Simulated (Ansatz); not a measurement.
Pb

```
Pb
1.0
     3.93275    0.00000    0.00000
     0.00000    3.93275    0.00000
     0.00000    0.00000    3.93275
Pb
2
Direct
  0.00000 0.00000 0.00000
  0.50000 0.50000 0.50000
```

Space group Im-3m; a structure from a database of computed crystals, not necessarily the ambient phase.

All numbers below come from Kohn-Sham DFT of a periodic cell, PBE0, Ansatz PAW in Ansatz.

> What can the converged valence pseudo-density and electron localisation function tell about the bonding?

Pb–Pb (3.41 Å): ρ is about 0.14 e/Å³ halfway; the ELF is about 0.25 at the midpoint; no shared electron pair shows on this line.

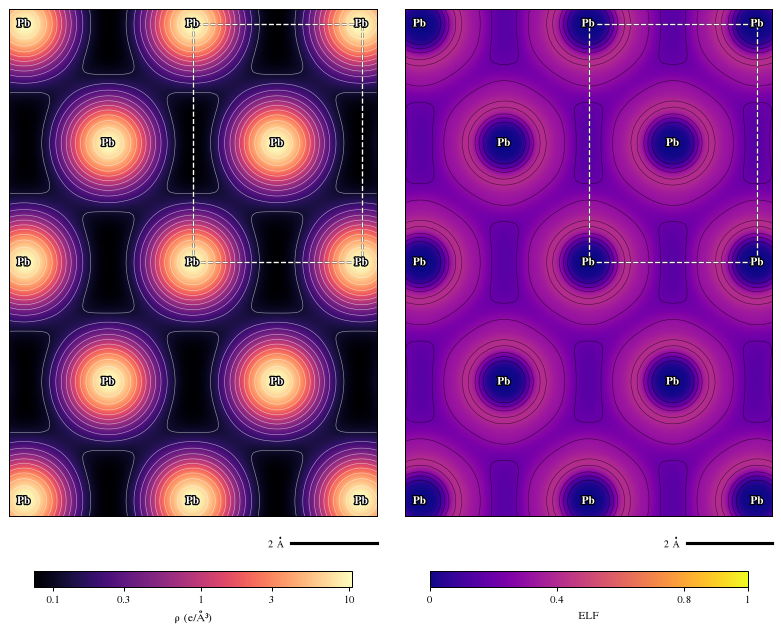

Computed valence pseudo-density and electron localisation function on the (11̄0) plane of the conventional cell, in this order. 

The density is the valence pseudo-density of a PAW calculation; it isn't the true density close to the nuclei.
